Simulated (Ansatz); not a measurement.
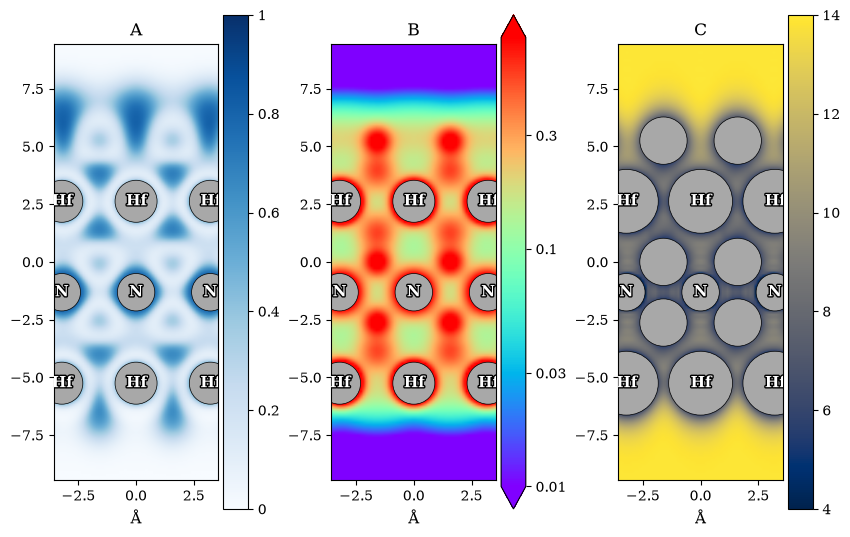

Hf5N4 (slab): 3 fields on the (100) plane of the calculation cell, a cut from vacuum to vacuum, with unlabelled colour scales. Grey discs cover the atomic cores.

Not relaxed (largest force 0.8 eV/Å).

Theory: DFT PBE, scalar-relativistic, plane waves, PAW in Ansatz.

> Which field does each panel show? The fields are: electron localisation function, electrostatic potential energy of an electron and valence pseudo-density.

Panel A: electron localisation function. Panel B: valence pseudo-density. Panel C: electrostatic potential energy of an electron (low next to the atoms, rising into the space between them). From the grid: Hf–Hf (3.22 Å): ρ is about 0.19 e/Å³ halfway; the ELF is about 0.25 at the midpoint: no shared electron pair shows on this line.
